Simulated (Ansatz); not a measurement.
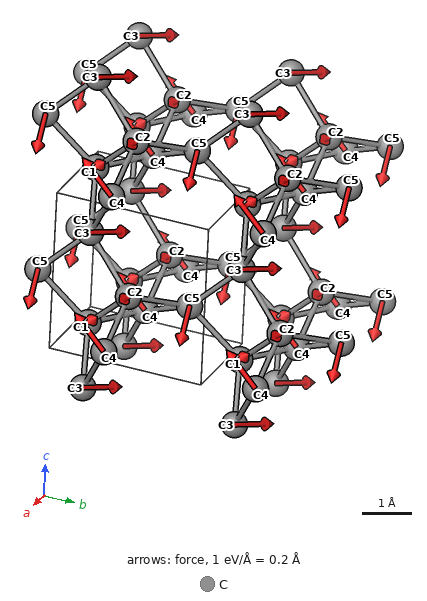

Starting geometry of solid C (a generated structure, set up in R32) (coarse preliminary run) with the computed forces as red arrows. The picture is a ball-and-stick view of the cell of the calculation, repeated 2 × 2 × 2 with one cell outlined, seen slightly off an axis.

Method: DFT PBE, scalar-relativistic, plane waves, PAW (Ansatz).

The input:
```yaml
crystal:
  lattice:
    - [2.45577445, 1.41784204, 1.45588306]
    - [-2.45577445, 1.41784204, 1.45588306]
    - [0.0, -2.83568408, 1.45588306]
  atoms:
    - { symbol: C, position: [0.32954438, 0.32954438, 0.32954438] }
    - { symbol: C, position: [0.67045562, 0.67045562, 0.67045562] }
    - { symbol: C, position: [0.61217956, 0.38782044, 0.0] }
    - { symbol: C, position: [0.0, 0.61217956, 0.38782044] }
    - { symbol: C, position: [0.38782044, 0.0, 0.61217956] }
basis:
  ecutwfc: 420
kpoints:
  mp_grid: { grid: [6, 6, 6] }
hamiltonian:
  xc: pbe
scf:
  occupations: { method: gaussian, width: 0.1 }
  lower_state_search: "off"
output:
  forces: true
  stress: true
  eigenvalues: true
relax:
  adjacent_minimum: "off"
  f_tol: 0.04
  max_steps: 70
  cell: { stress_tol: 0.4 }
```

Command:
```bash
ansatz run input.yaml --threads 1 --pin off --max-ram 2560MiB --backend cpu --events-out ev --progress --plain --runs-dir out
```

Is this structure relaxed? If not, where do the atoms go?

It isn't relaxed: the largest force vector, on C atoms, is 5.13 eV/Å. The atoms end up moving mostly along the starting forces (cosine between the two patterns 0.97). The energy falls by 1.895 eV per cell of the calculation in 5 accepted moves (7 points after the start). Largest force component: 5.1 eV/Å at the start, 0.0044 eV/Å at the end. The pressure goes from 49.16 to 0.03 GPa. The SCF was repeated twice at an unchanged geometry on a basis and grid sized afresh for the cell, which shifted the energy by 43.1 meV per cell of the calculation at most. The largest moves relative to the cell, 0.15 Å, are those of C3, C4 and C5. C4 goes along [0 −1 1]. The drawn cell changes as follows: a = b = c 3.188 → 3.362 Å (+5.5 %), α 100.8° → 103.3°, β 100.8° → 103.3°, γ 100.8° → 103.3°; the volume changes by +13.0 %. Some distances before and after: C3–C4 1.528 → 1.615 Å, C1–C3 1.521 → 1.585 Å, C1–C2 1.489 → 1.445 Å. Bond angles that change, for instance: C4–C3–C5 149.5° → 132.3°, C1–C3–C2 137.5° → 147.6°, C1–C3–C5 103.1° → 109.4°. The space group stays R32 (No. 155).
